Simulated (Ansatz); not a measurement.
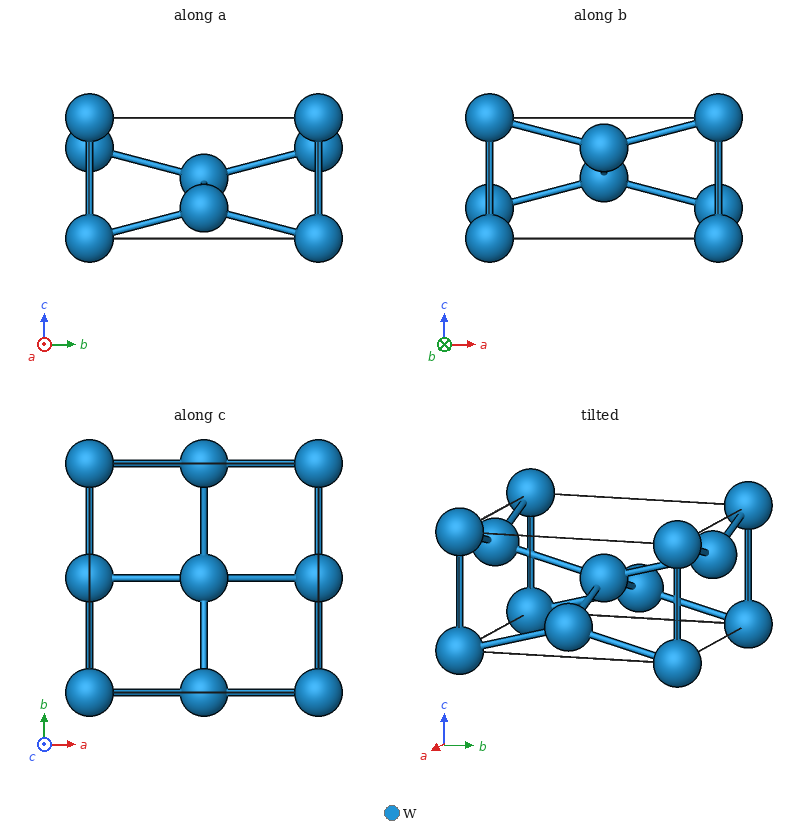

An orthographic ball-and-stick view of the structure, along the a axis, along the b axis, along the c axis and slightly off an axis. Atoms at the boundary of the conventional unit cell (the box) are drawn once for each face, edge or corner they touch.

Lattice parameters: a = 5.0861 Å, b = 5.0861 Å, c = 2.6803 Å, α = 90.000°, β = 90.000°, γ = 90.000°.

Q: Express the structure as a CIF with its space group and independent sites.

A:
```cif
data_structure
_symmetry_space_group_name_H-M 'I 41/a m d :1'
_symmetry_Int_Tables_number 141
_cell_length_a 5.0861
_cell_length_b 5.0861
_cell_length_c 2.6803
_cell_angle_alpha 90.000
_cell_angle_beta 90.000
_cell_angle_gamma 90.000
_cell_volume 69.33
loop_
_atom_site_label
_atom_site_type_symbol
_atom_site_symmetry_multiplicity
_atom_site_Wyckoff_symbol
_atom_site_fract_x
_atom_site_fract_y
_atom_site_fract_z
_atom_site_occupancy
W1 W 4 a 0.0000 0.0000 0.0000 1
```

The starting point was a structure type filled with this element by a generator (whether the element takes this form wasn't checked). This is the structure after a relaxation with Ansatz, DFT r2SCAN, scalar-relativistic, plane waves, PAW.
